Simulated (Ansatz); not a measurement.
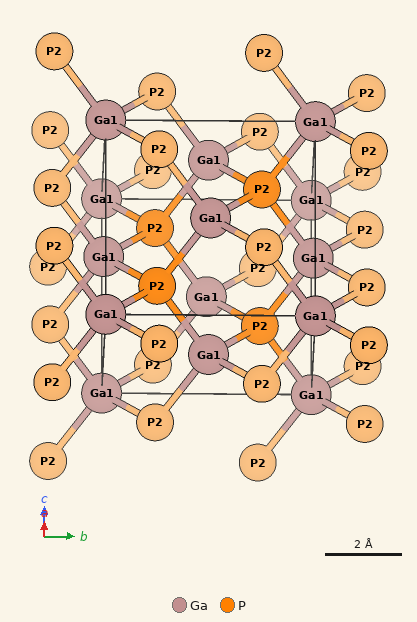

**Figure 1.** The structure as given in the input (ball-and-stick view of the cell 4 times as large as that of the calculation, set on its symmetry axes, seen at an oblique angle; neighbours outside the cell are drawn fainter; atoms are numbered from 1 in the order of the input).

## Two runs on GaP

System: GaP (F-43m, 2 atoms in the cell).
Method of run 1: DFT PBEsol, scalar-relativistic, plane waves, PAW, no spin polarisation (Ansatz 0.2.0).

Text and figures count atoms from 1; the logs count them from 0 in places.

**The input, run 1**
```yaml
crystal:
  lattice:
    - [0.0, 2.7598497568, 2.7598497568]
    - [2.7598497568, 0.0, 2.7598497568]
    - [2.7598497568, 2.7598497568, 0.0]
  atoms:
    - { symbol: Ga, position: [0.0, 0.0, 0.0] }
    - { symbol: P, position: [0.25, 0.25, 0.25] }
basis:
  ecutwfc: 420
kpoints:
  mp_grid: { grid: [6, 6, 6] }
hamiltonian:
  xc: pbesol
scf:
  occupations: { method: gaussian, width: 0.05 }
output:
  forces: true
  stress: true
  eigenvalues: true
```

Command:
```bash
ansatz run input.yaml --threads 1 --pin off --max-ram 1228MiB --backend cpu --events-out ev --progress --plain --runs-dir out
```

Hardware: 1 thread of Intel Xeon (Granite Rapids), 64 GiB of memory available, shared host.

**Output, shortened to warnings, some set-up lines, iterations and results (run 1)**
```
Basis set: ecut = 420 eV, 869 PW (Γ), exchange–correlation on 54×54×54 points (8 copies of the dense FFT grid, shifted against one another)
Symmetry: 24 space group operations
k-points: 16 of 216 (time reversal used)
Initial density: superposition of atomic densities (neutral atoms: chi_scale 0, normalization atom), corrected by the library's trained network
[...]
SCF iter   1: F=—  HF=-4484.024193 eV  |F-HF|=—  |Δ(HF+E_count)|=         —  Δρ=4.05e-3  dr2=1.17e-2  ethr=1.77e-3  ⟨swp⟩=6.2  Hψ=1356  notcnv=0
SCF iter   2: F=—  HF=-4484.019898 eV  |F-HF|=—  |Δ(HF+E_count)|=   4.29e-3  Δρ=1.47e-3  dr2=8.24e-4  ethr=6.52e-5  ⟨swp⟩=2.2  Hψ=458  notcnv=0
SCF iter   3: F=—  HF=-4484.019792 eV  |F-HF|=—  |Δ(HF+E_count)|=   1.06e-4  Δρ=4.74e-4  dr2=1.11e-4  ethr=4.58e-6  ⟨swp⟩=2.0  Hψ=352  notcnv=0
SCF iter   4: F=—  HF=-4484.019777 eV  |F-HF|=—  |Δ(HF+E_count)|=   1.51e-5  Δρ=2.25e-4  dr2=1.64e-5  ethr=6.16e-7  ⟨swp⟩=2.0  Hψ=356  notcnv=0
SCF iter   5: F=—  HF=-4484.019786 eV  |F-HF|=—  |Δ(HF+E_count)|=   8.90e-6  Δρ=3.53e-5  dr2=3.08e-7  ethr=9.11e-8  ⟨swp⟩=2.0  Hψ=263  notcnv=0
SCF iter   6: F=-4484.019787 eV  HF=-4484.019787 eV  |F-HF|=1.01e-8  |Δ(HF+E_count)|=   3.90e-7  Δρ=6.68e-6  dr2=1.14e-8  ethr=5.56e-10  ⟨swp⟩=6.9  Hψ=1097  notcnv=0
SCF 1 converged in 6 iterations: F = -4484.019787 eV  dr2 = 1.14e-8
SCF converged after 6 iterations
Free energy (F): -4484.019787 eV
Harris-Foulkes:  -4484.019787 eV  (|F-HF|=1.01e-8)
Internal energy: -4484.019787 eV  (E = F + TS)
E sigma→0 (E₀):  -4484.019787 eV
Fermi energy:    7.251435 eV
--- Per-component energies (eV) ---
  E_band       = -67.135967
  E_kinetic    = 184.975610
  E_local      = -2227.128894  (includes V_loc(G=0)·N_el)
  E_nonlocal   = 460.121752
  E_hartree    = 1026.298114
  E_xc         = -129.021496
  E_vxc        = -118.174459  (∫ρ·V_xc dr)
  E_paw        = -2503.985290  (= ΣΔE_a)
  E_vpaw       = -419.523041  (= ΣTr[D̂ρ^β])
  E_aug_tail   = -0.000114  (compensation charges beyond the density's cutoff)
  E_ewald      = -1296.188542
  E_core_change = 0.909074  (= ΣΔE_core)
  E_smearing   = -0.000000  (= −TS)
  E_closure    = -0.000000  (closes the sum)
  Σ components = -4484.019787   (vs F -4484.019787, Δ=0.00e0)
--- Forces (eV/Å), atoms counted from 1 ---
  atom   1  Ga     0.00000000     0.00000000     0.00000000
  atom   2  P     -0.00000000     0.00000000    -0.00000000
  max |Σ_I F_I| component: 7.40e-17 eV/Å
--- Stress (GPa, compression-positive) ---
       -3.409942       0.000000       0.000000
        0.000000      -3.409942       0.000000
       -0.000000       0.000000      -3.409942
  P = ⅓ Tr σ = -3.4099 GPa (-34.099 kbar)
```

The input of run 2 differs as follows (lines with − go, lines with + come):
```diff
-    - [0.0, 2.7598497568, 2.7598497568]
-    - [2.7598497568, 0.0, 2.7598497568]
-    - [2.7598497568, 2.7598497568, 0.0]
+    - [0.0, 2.7334566911, 2.7334566911]
+    - [2.7334566911, 0.0, 2.7334566911]
+    - [2.7334566911, 2.7334566911, 0.0]
```

What does this change do to the results?

With the same functional and potentials, run 2 lies 8.8 meV per atom lower. The gap on the mesh goes from 1.44 to 1.53 eV. The pressure goes from −3.41 to −1.26 GPa. The volume per atom goes from 21.02 to 20.42 Å³. The cell is scaled evenly with the atoms at fixed fractional positions, so −ΔP/Δ ln V estimates the bulk modulus midway between the two volumes: about 74 GPa. The number of SCF iterations is the same. The plane waves at Γ go from 869 to 821.

**Output, shortened to warnings, some set-up lines, iterations and results (run 2)**
```
Basis set: ecut = 420 eV, 821 PW (Γ), exchange–correlation on 54×54×54 points (8 copies of the dense FFT grid, shifted against one another)
Symmetry: 24 space group operations
k-points: 16 of 216 (time reversal used)
Initial density: superposition of atomic densities (neutral atoms: chi_scale 0, normalization atom), corrected by the library's trained network
[...]
SCF iter   1: F=—  HF=-4484.041873 eV  |F-HF|=—  |Δ(HF+E_count)|=         —  Δρ=4.07e-3  dr2=1.13e-2  ethr=1.77e-3  ⟨swp⟩=6.2  Hψ=1368  notcnv=0
SCF iter   2: F=—  HF=-4484.037577 eV  |F-HF|=—  |Δ(HF+E_count)|=   4.30e-3  Δρ=1.57e-3  dr2=8.28e-4  ethr=6.26e-5  ⟨swp⟩=2.2  Hψ=459  notcnv=0
SCF iter   3: F=—  HF=-4484.037442 eV  |F-HF|=—  |Δ(HF+E_count)|=   1.35e-4  Δρ=4.73e-4  dr2=1.04e-4  ethr=4.60e-6  ⟨swp⟩=2.0  Hψ=351  notcnv=0
SCF iter   4: F=—  HF=-4484.037419 eV  |F-HF|=—  |Δ(HF+E_count)|=   2.31e-5  Δρ=2.31e-4  dr2=1.56e-5  ethr=5.75e-7  ⟨swp⟩=2.0  Hψ=350  notcnv=0
SCF iter   5: F=—  HF=-4484.037431 eV  |F-HF|=—  |Δ(HF+E_count)|=   1.17e-5  Δρ=3.58e-5  dr2=2.88e-7  ethr=8.67e-8  ⟨swp⟩=2.0  Hψ=265  notcnv=0
SCF iter   6: F=-4484.037431 eV  HF=-4484.037431 eV  |F-HF|=1.85e-8  |Δ(HF+E_count)|=   3.24e-7  Δρ=8.78e-6  dr2=1.79e-8  ethr=5.56e-10  ⟨swp⟩=7.1  Hψ=1092  notcnv=0
SCF 1 converged in 6 iterations: F = -4484.037431 eV  dr2 = 1.79e-8
SCF converged after 6 iterations
Free energy (F): -4484.037431 eV
Harris-Foulkes:  -4484.037431 eV  (|F-HF|=1.85e-8)
Internal energy: -4484.037431 eV  (E = F + TS)
E sigma→0 (E₀):  -4484.037431 eV
Fermi energy:    7.652329 eV
--- Per-component energies (eV) ---
  E_band       = -61.923712
  E_kinetic    = 185.861373
  E_local      = -2207.910728  (includes V_loc(G=0)·N_el)
  E_nonlocal   = 460.132354
  E_hartree    = 1018.975745
  E_xc         = -129.495910
  E_vxc        = -118.787713  (∫ρ·V_xc dr)
  E_paw        = -2503.805259  (= ΣΔE_a)
  E_vpaw       = -419.165857  (= ΣTr[D̂ρ^β])
  E_aug_tail   = -0.000106  (compensation charges beyond the density's cutoff)
  E_ewald      = -1308.703974
  E_core_change = 0.909074  (= ΣΔE_core)
  E_smearing   = -0.000000  (= −TS)
  E_closure    = 0.000000  (closes the sum)
  Σ components = -4484.037431   (vs F -4484.037431, Δ=0.00e0)
--- Forces (eV/Å), atoms counted from 1 ---
  atom   1  Ga     0.00000000    -0.00000000    -0.00000000
  atom   2  P     -0.00000000    -0.00000000     0.00000000
  max |Σ_I F_I| component: 5.55e-17 eV/Å
--- Stress (GPa, compression-positive) ---
       -1.262756      -0.000000      -0.000000
       -0.000000      -1.262756       0.000000
       -0.000000       0.000000      -1.262756
  P = ⅓ Tr σ = -1.2628 GPa (-12.628 kbar)
```

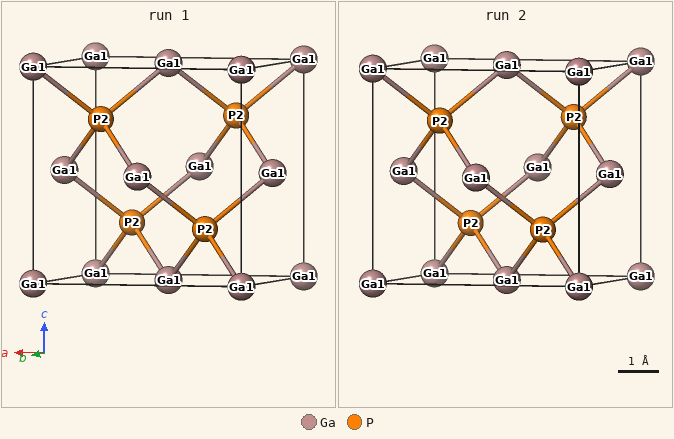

**Figure 2.** The two input geometries at one scale (ball-and-stick view of the cell 4 times as large as that of the calculation, set on its symmetry axes, seen at an oblique angle). No atom moves by more than 0.005 Å relative to the cell. Cell: a = b = c 5.520 → 5.467 Å (−1.0 %). Volume −2.8 %. Among the contacts that change: Ga1–P2 2.390 → 2.367 Å.

**The two runs side by side**

```csv
quantity,run 1,run 2
outcome,converged,converged
free energy per atom (eV),−2242.0099,−2242.0187
gap on the mesh (eV),1.44,1.53
pressure (GPa),−3.41,−1.26
volume per atom (Å³),21.02,20.42
largest force (eV/Å),0.000,0.000
SCF iterations,6,6
irreducible k-points,16,16
plane waves at Γ,869,821
wall time (shared host),0.63 s,0.64 s
```
